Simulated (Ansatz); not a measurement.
**Run report: ZnO, geometry relaxation (part 2 of 3)**

ZnO (slab, 24 atoms in the cell); DFT PBE+D3(BJ), scalar-relativistic, plane waves, PAW, no spin polarisation (Ansatz 0.2.0); cutoff 420 eV, 3×3×1 k-mesh, Gaussian smearing of 0.05 eV. The structure derives from an entry of the Crystallography Open Database. The input holds or restrains some coordinates. Forces given for the steps count only the free coordinates. It belongs to a series of runs on one base structure; here: clean slab, lower planes held.

Geometry of the input (Å; fractional positions):
```
6.5095  0.0000  0.0000
0.0000  5.2564  0.0000
0.0000  0.0000  22.5769
Zn 0.5000  0.9984  0.3543
Zn 0.0000  0.9984  0.3543
O  0.5000  0.6195  0.3543
O  0.0000  0.6195  0.3543
Zn 0.7500  0.4984  0.3960
Zn 0.2500  0.4984  0.3960
O  0.7500  0.1195  0.3960
O  0.2500  0.1195  0.3960
Zn 0.7500  0.9984  0.4792
Zn 0.2500  0.9984  0.4792
O  0.7500  0.6195  0.4792
O  0.2500  0.6195  0.4792
Zn 0.0000  0.4984  0.5208
Zn 0.5000  0.4984  0.5208
O  0.0000  0.1195  0.5208
O  0.5000  0.1195  0.5208
Zn 0.0000  0.9984  0.6040
Zn 0.5000  0.9984  0.6040
O  0.0000  0.6195  0.6040
O  0.5000  0.6195  0.6040
Zn 0.2500  0.4984  0.6457
Zn 0.7500  0.4984  0.6457
O  0.2500  0.1195  0.6457
O  0.7500  0.1195  0.6457
```

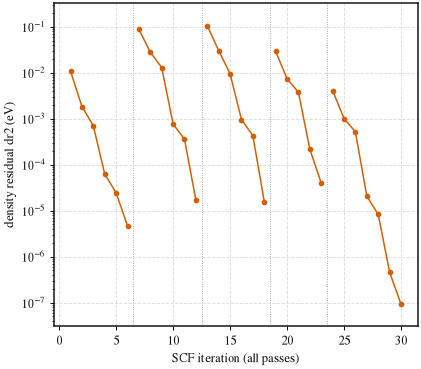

**Figure 1.** Convergence of the self-consistent field: density residual dr2 against the SCF iteration. The dotted lines part the SCF passes of the relaxation: geometry steps, rejected trials and re-solves on a re-selected basis. The 5 passes take 5 to 7 iterations each, 30 in all.

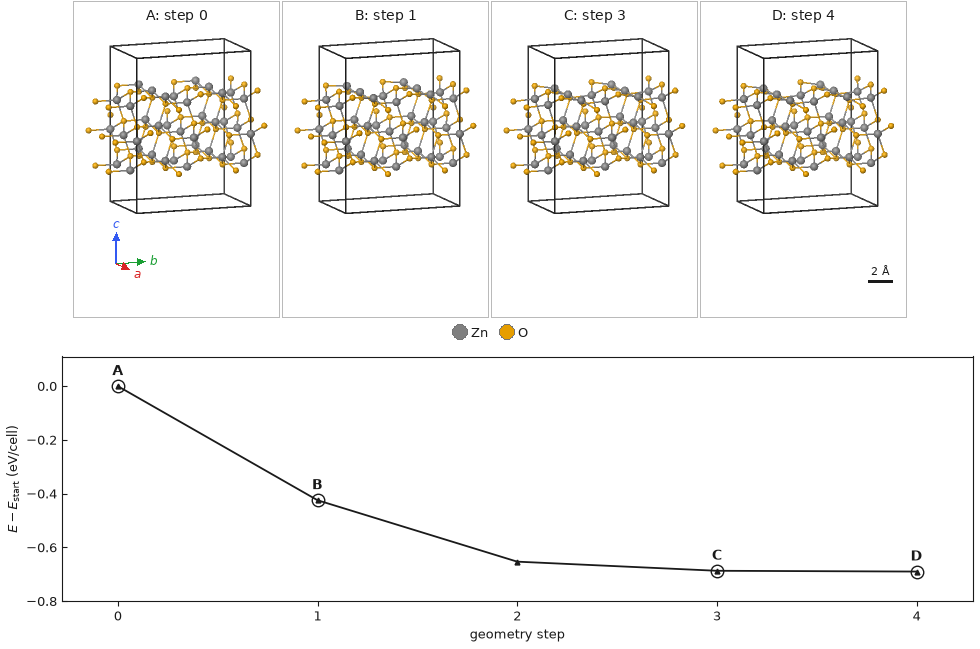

**Figure 2.** Frames of the restrained relaxation (ball-and-stick view of the 1 × 2 repeat of the cell, with the vacuum cut short (origin shifted), with bonded neighbours outside it, seen slightly off an axis) above the curves, on which the letters mark them (the first geometry is step 0 here and step 1 in the log).

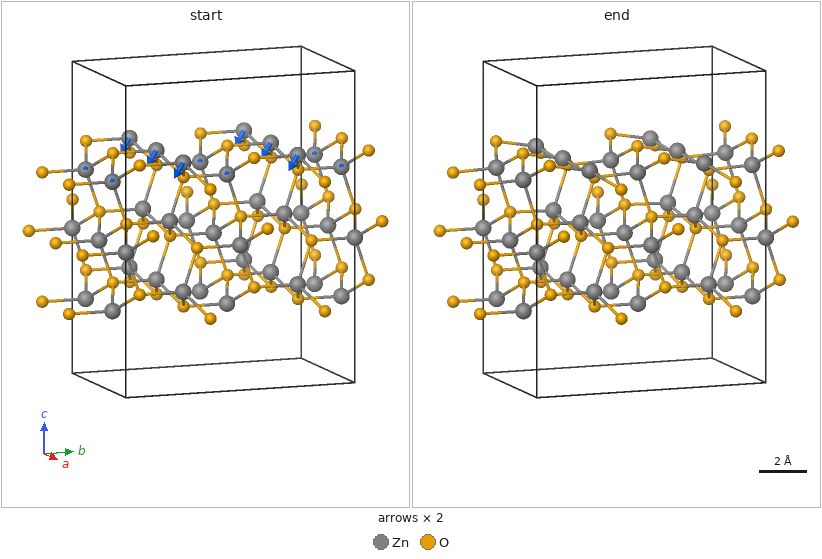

**Figure 3.** Before (left) and after (right) the restrained relaxation, at one scale (ball-and-stick view of the 1 × 2 repeat of the cell, with the vacuum cut short (origin shifted), with bonded neighbours outside it, seen slightly off an axis). The blue arrows give the displacements, magnified 2 times. After 4 geometry steps the energy has fallen by 0.690 eV per cell of the calculation. Largest force component: 1.4 eV/Å at the start, 0.021 eV/Å at the end. The largest moves, 0.40 Å, are those of Zn21 and Zn22. By element the largest moves are Zn 0.40 Å, O 0.05 Å. The cell stays as it was. Among the contacts that change: Zn21–O23 1.991 → 1.859 Å, O15–Zn17 1.984 → 2.079 Å, Zn13–O19 1.984 → 2.046 Å, O19–Zn21 1.984 → 1.928 Å. Among the angles that change: Zn13–O19–Zn21 110.2° → 99.3°, O19–Zn22–O24 108.7° → 118.8°, Zn17–O19–Zn21 108.7° → 114.8°. (Atoms are counted from 1 in the order of the input.)

```
WARN: The output density's exchange-correlation potential varies sharply where the density is thin. Do not read a vacuum level from v_tot or v_xc, or from such a field of the output density. On a cell that repeats whose density bears no net charge and no dipole along the vacuum's axis use v_es (v_loc + v_h of the components); under efield.dipole_correction with no amplitude use v_es + v_field, which holds any external_charges[].barrier, or the levels of the report's work_function block, which leave it out; under a non-zero efield.amplitude the vacuum is tilted and has no level; on a cell that repeats and bears such a dipole with no correction it is tilted too, and efield.dipole_correction with no amplitude gives each side of its ramp a level where efield: is served; in a cell that repeats whose density bears a net charge (total_charge, or a fill off its count) it is curved and has none; of a slab under crystal.periodic whose density bears no net charge use v_es, which has a level on each side, short of where the two are joined; of another it falls or rises all the way out and has none; of a slab beside external_charges read slab_vacuum_level instead, which it has where they leave it neutral. The grid or the basis barely resolves most such structure, and the values can differ between equally converged runs; as a rule a tighter scf.convergence.dr2_threshold does not remove it. Where the density itself ripples (under the LDA too) a higher basis.ecutwfc lessens it. The files hold the spikes' plane waves up to the density's cutoff. Files: v_tot_of_output_density and the like, and their columns of v_z.tsv (output.write_potential); v_xc_of_output_density and the like, and their columns of v_comp_z.tsv (output.write_potential_components). Measured: with its Gaussian average of σ = 0.25 Å subtracted twice, the exchange-correlation potential is over 0.1 eV at 108 of the grid points where the equally averaged density (valence and model cores) is under 1e-3 e/Å³, and 0.213 eV at the most among them, at an averaged density of 2.2e-7 e/Å³. The input density's (outcome.potential() and, of a run that writes arrays, v_tot and v_xc) is over 0.1 eV, so measured, at 15 points of its own thin density, 0.121 eV at the most. See output.write_potential in the manual, Limitations
SCF converged after 7 iterations
Free energy (F): -46641.808200 eV
Harris-Foulkes:  -46641.808200 eV  (|F-HF|=3.64e-8)
Internal energy: -46641.808200 eV  (E = F + TS)
E sigma→0 (E₀):  -46641.808200 eV
Fermi energy:    -0.303950 eV
Dipole field:    D = -0.027132 V/Å  (p = -0.115832 e·Å, saw-weighted, corrected)
Work function:   Φ+ = 5.3474 eV   Φ− = 4.7348 eV
Levels:          The Fermi level and band energies are counted from a zero that moves with the ramp; work functions are not
--- Per-component energies (eV) ---
  E_band       = -1355.018866
  E_kinetic    = 3659.115978
  E_local      = -215913.183576  (includes V_loc(G=0)·N_el)
  E_nonlocal   = 8003.985407
  E_hartree    = 104946.292316
  E_xc         = -2515.783539
  E_vxc        = -1733.183442  (∫ρ·V_xc dr)
  E_paw        = -23875.034584  (= ΣΔE_a)
  E_vpaw       = -5264.195860  (= ΣTr[D̂ρ^β])
  E_aug_tail   = 0.024967  (compensation charges beyond the density's cutoff)
  E_efield     = 0.001571  (sawtooth field / dipole correction)
  E_vefield    = -0.217878  (∫n·V_field dr)
  E_ewald      = 79056.844532
  E_disp       = -4.071272  (pairwise vdW)
  E_smearing   = -0.000000  (= −TS)
  E_closure    = -0.000000  (closes the sum)
  Σ components = -46641.808200   (vs F -46641.808200, Δ=0.00e0)
--- Forces (eV/Å), atoms counted from 1 ---
  atom   1  Zn    -0.00000000    -1.34145951     1.13225764
  atom   2  Zn    -0.00000000    -1.34145951     1.13225764
  atom   3  O      0.00000000     0.71303435     0.13631240
  atom   4  O      0.00000000     0.71303435     0.13631240
  atom   5  Zn     0.00000000     0.66581259    -0.85527781
  atom   6  Zn     0.00000000     0.66581259    -0.85527781
  atom   7  O      0.00000000     0.06525965    -0.97477809
  atom   8  O      0.00000000     0.06525965    -0.97477809
  atom   9  Zn     0.00000000    -0.15948179     0.31153848
  atom  10  Zn     0.00000000    -0.15948179     0.31153848
  atom  11  O     -0.00000000     0.05066900     0.25145039
  atom  12  O     -0.00000000     0.05066900     0.25145039
  atom  13  Zn     0.00000000     0.00938289     0.00748052
  atom  14  Zn     0.00000000     0.00938289     0.00748052
  atom  15  O      0.00000000     0.00375854     0.00070782
  atom  16  O      0.00000000     0.00375854     0.00070782
  atom  17  Zn    -0.00000000    -0.00604201     0.01855216
  atom  18  Zn    -0.00000000    -0.00604201     0.01855216
  atom  19  O      0.00000000     0.00846109    -0.02134638
  atom  20  O      0.00000000     0.00846109    -0.02134638
  atom  21  Zn    -0.00000000    -0.01098100     0.01092730
  atom  22  Zn    -0.00000000    -0.01098100     0.01092730
  atom  23  O      0.00000000     0.00162140    -0.01780710
  atom  24  O      0.00000000     0.00162140    -0.01780710
  max |Σ_I F_I| component: 7.04e-5 eV/Å
--- Band table (eV) ---
  k-point 0: bands = ["-18.9421", "-18.7804", "-18.5546", "-18.5194", "-18.4392", "-18.1867", "-18.0864", "-17.9873", "-17.5785", "-17.4230", "-17.0218", "-16.8434", "-7.1506", "-6.9902", "-6.9845", "-6.9701", "-6.9544", "-6.9392", "-6.8144", "-6.7994", "-6.7868", "-6.6660", "-6.6156", "-6.5852", "-6.5690", "-6.5515", "-6.5467", "-6.4710", "-6.3583", "-6.3482", "-6.3367", "-6.2891", "-6.2731", "-6.2659", "-6.2323", "-6.1997", "-6.1965", "-6.1620", "-6.1158", "-6.0946", "-6.0703", "-6.0234", "-5.9874", "-5.9662", "-5.8759", "-5.8134", "-5.7189", "-5.6829", "-5.6730", "-5.6569", "-5.6088", "-5.5905", "-5.5721", "-5.5683", "-5.5060", "-5.5031", "-5.4761", "-5.4694", "-5.4251", "-5.4101", "-5.3701", "-5.3313", "-5.3147", "-5.2802", "-5.1170", "-5.0156", "-5.0153", "-4.9951", "-4.9661", "-4.9658", "-4.9551", "-4.9245", "-4.9158", "-4.9144", "-4.7479", "-4.7113", "-4.5937", "-4.5034", "-4.4982", "-4.0569", "-4.0388", "-4.0127", "-3.7725", "-3.7507", "-3.6564", "-3.6202", "-3.4841", "-3.2320", "-3.0112", "-2.7603", "-2.6665", "-2.5617", "-2.4812", "-2.3619", "-2.2828", "-2.0278", "-1.9195", "-1.8711", "-1.7514", "-1.5839", "-1.4332", "-1.3838", "-1.3431", "-1.3298", "-1.1461", "-1.0126", "-0.7774", "-0.6583", "0.0504", "1.1527", "2.6831", "2.7700", "4.1058", "4.2466", "4.4396", "4.8064", "4.8207", "4.8673", "5.2660", "5.4677", "5.4845", "5.6920", "6.1344", "6.2490", "6.3594", "6.6820", "6.6895", "7.0158", "7.0453", "7.1144", "7.1170", "7.3096"]
  k-point 1: bands = ["-18.8353", "-18.7488", "-18.5240", "-18.4978", "-18.4213", "-18.2063", "-18.1869", "-17.9975", "-17.6160", "-17.4157", "-17.0440", "-16.8340", "-7.2184", "-7.1626", "-7.1088", "-7.0018", "-6.9645", "-6.9605", "-6.9556", "-6.9465", "-6.9327", "-6.8524", "-6.7362", "-6.7345", "-6.6670", "-6.6593", "-6.5289", "-6.4872", "-6.4397", "-6.4077", "-6.3770", "-6.3620", "-6.3257", "-6.3038", "-6.2908", "-6.2731", "-6.2424", "-6.2266", "-6.2065", "-6.1313", "-6.1215", "-6.0478", "-6.0303", "-6.0213", "-6.0026", "-5.9648", "-5.9148", "-5.8288", "-5.8156", "-5.7534", "-5.7348", "-5.7254", "-5.6247", "-5.5939", "-5.5682", "-5.5644", "-5.4720", "-5.3930", "-5.3786", "-5.3640", "-5.2920", "-5.2425", "-5.2296", "-5.2210", "-5.1668", "-5.0981", "-5.0519", "-5.0358", "-4.9914", "-4.9758", "-4.9212", "-4.8846", "-4.6564", "-4.6551", "-4.5426", "-4.5268", "-4.4656", "-4.3023", "-4.2439", "-4.1818", "-3.9759", "-3.7768", "-3.2638", "-3.1160", "-3.0901", "-2.8580", "-2.8493", "-2.7952", "-2.7197", "-2.6542", "-2.4976", "-2.3653", "-2.3443", "-2.3330", "-2.2185", "-2.1395", "-2.0658", "-2.0419", "-1.8794", "-1.8166", "-1.6670", "-1.6412", "-1.5771", "-1.3228", "-1.1690", "-1.0647", "-0.9802", "-0.8215", "1.2120", "1.9936", "3.0125", "3.0677", "3.7993", "4.1872", "4.2904", "4.6286", "4.7856", "4.8003", "4.8441", "5.1585", "5.2218", "5.4568", "5.6526", "5.9849", "6.1064", "6.1081", "6.4065", "6.8018", "7.1138", "7.3585", "7.4514", "7.5440"]
  k-point 2: bands = ["-18.8536", "-18.7158", "-18.6622", "-18.5839", "-18.3815", "-18.2576", "-18.0544", "-18.0018", "-17.5403", "-17.4626", "-16.9782", "-16.8891", "-7.0626", "-7.0477", "-7.0195", "-7.0075", "-6.9643", "-6.8370", "-6.8149", "-6.7346", "-6.7262", "-6.6581", "-6.6315", "-6.5940", "-6.5706", "-6.5526", "-6.4737", "-6.4469", "-6.4068", "-6.3592", "-6.3312", "-6.3161", "-6.2996", "-6.2776", "-6.2612", "-6.2510", "-6.2447", "-6.1931", "-6.1564", "-6.0949", "-6.0911", "-6.0628", "-5.9867", "-5.8885", "-5.7889", "-5.7836", "-5.7680", "-5.7120", "-5.6769", "-5.6372", "-5.6237", "-5.6077", "-5.5969", "-5.5743", "-5.5238", "-5.4617", "-5.3907", "-5.3727", "-5.3478", "-5.3346", "-5.3282", "-5.3018", "-5.2655", "-5.2076", "-5.1140", "-5.0748", "-5.0500", "-5.0471", "-5.0269", "-5.0152", "-5.0063", "-4.9419", "-4.9259", "-4.7911", "-4.7851", "-4.6640", "-4.5854", "-4.5450", "-4.3869", "-4.1590", "-4.1204", "-3.9920", "-3.7078", "-3.6912", "-3.4902", "-3.3722", "-3.2906", "-3.1228", "-3.0951", "-3.0510", "-2.8979", "-2.7088", "-2.5682", "-2.3068", "-2.1524", "-2.0761", "-2.0176", "-1.8765", "-1.8352", "-1.6104", "-1.6027", "-1.4576", "-1.4107", "-1.3173", "-1.2613", "-1.2220", "-1.1428", "-1.0411", "0.8606", "1.7307", "2.0045", "3.0606", "3.0808", "3.8078", "4.5157", "4.8737", "5.2810", "5.4087", "5.7773", "5.8126", "5.8402", "6.1467", "6.3185", "6.4973", "6.5193", "6.6208", "6.8376", "6.9110", "7.0488", "7.1184", "7.2628", "7.2831"]
  k-point 3: bands = ["-18.7605", "-18.6887", "-18.6044", "-18.5640", "-18.3692", "-18.2619", "-18.1388", "-18.0437", "-17.5671", "-17.4670", "-16.9929", "-16.8879", "-7.1317", "-7.0958", "-7.0756", "-7.0425", "-7.0127", "-6.9688", "-6.9577", "-6.9074", "-6.8956", "-6.8454", "-6.7630", "-6.6840", "-6.6615", "-6.5840", "-6.5776", "-6.4974", "-6.4849", "-6.4441", "-6.4199", "-6.3907", "-6.3589", "-6.3433", "-6.3383", "-6.2673", "-6.2531", "-6.2462", "-6.2120", "-6.2015", "-6.1860", "-6.1256", "-6.1079", "-6.0441", "-5.9755", "-5.9235", "-5.8933", "-5.8356", "-5.7764", "-5.7285", "-5.6904", "-5.6688", "-5.5794", "-5.5793", "-5.5453", "-5.5364", "-5.4523", "-5.3905", "-5.3736", "-5.3536", "-5.3285", "-5.3091", "-5.2255", "-5.1984", "-5.1778", "-5.1182", "-5.1041", "-5.0739", "-5.0055", "-5.0036", "-4.9547", "-4.9231", "-4.5300", "-4.4693", "-4.3924", "-4.2697", "-4.1507", "-4.1423", "-4.0495", "-3.9446", "-3.8150", "-3.6827", "-3.4662", "-3.4562", "-3.0360", "-2.9895", "-2.9630", "-2.9493", "-2.7105", "-2.6708", "-2.6406", "-2.5165", "-2.4769", "-2.4244", "-2.4024", "-2.0902", "-2.0350", "-1.9799", "-1.8791", "-1.8295", "-1.8289", "-1.6299", "-1.4949", "-1.4838", "-1.3209", "-1.2617", "-1.2152", "-1.1227", "1.5874", "2.3765", "2.4814", "3.4091", "3.5533", "3.9824", "4.3503", "4.5718", "5.0532", "5.0953", "5.2951", "5.3900", "5.6129", "5.7588", "5.8889", "6.3022", "6.4472", "6.5606", "6.7039", "6.7924", "6.9858", "7.1748", "7.2483", "7.5371"]
--- Relaxed structure (5 steps of the walk, 5 accepted, 0 SCFs on fresh bases) ---
  F+E_penalty+E_count = -46641.80819990 eV   max|allowed force component| = 2.135e-2 eV/Å
  atoms:
    - { symbol: Zn, position: [0.5, 0.9983827815999999, 0.3543437455] }
    - { symbol: Zn, position: [0.0, 0.9983827815999999, 0.3543437455] }
    - { symbol: O, position: [0.5, 0.6195172183999998, 0.3543437455] }
    - { symbol: O, position: [0.0, 0.6195172183999998, 0.3543437455] }
    - { symbol: Zn, position: [0.75, 0.4983827816, 0.3959598181999999] }
    - { symbol: Zn, position: [0.25, 0.4983827816, 0.3959598181999999] }
    - { symbol: O, position: [0.75, 0.1195172184, 0.3959598181999999] }
    - { symbol: O, position: [0.25, 0.1195172184, 0.3959598181999999] }
    - { symbol: Zn, position: [0.75, 0.9983827815999999, 0.4791919636] }
    - { symbol: Zn, position: [0.25, 0.9983827815999999, 0.4791919636] }
    - { symbol: O, position: [0.75, 0.6195172183999998, 0.4791919636] }
    - { symbol: O, position: [0.25, 0.6195172183999998, 0.4791919636] }
    - { symbol: Zn, position: [7.396624412701737e-36, 0.4942166930074597, 0.5178456176820598] }
    - { symbol: Zn, position: [0.5, 0.4942166930074597, 0.5178456176820598] }
    - { symbol: O, position: [5.5474683095263025e-36, 0.11697746839267831, 0.5200889424571484] }
    - { symbol: O, position: [0.5, 0.11697746839267831, 0.5200889424571484] }
    - { symbol: Zn, position: [1.4793248825403473e-35, 0.9960886848843901, 0.6077703408575093] }
    - { symbol: Zn, position: [0.5, 0.9960886848843901, 0.6077703408575093] }
    - { symbol: O, position: [2.9586497650806947e-35, 0.6180923193826914, 0.6037637889451486] }
    - { symbol: O, position: [0.5, 0.6180923193826914, 0.6037637889451486] }
    - { symbol: Zn, position: [0.25, 0.45907290785542443, 0.6306712376620853] }
    - { symbol: Zn, position: [0.75, 0.45907290785542443, 0.6306712376620853] }
    - { symbol: O, position: [0.25, 0.11074806466083569, 0.6450186525277097] }
    - { symbol: O, position: [0.75, 0.11074806466083569, 0.6450186525277097] }
```
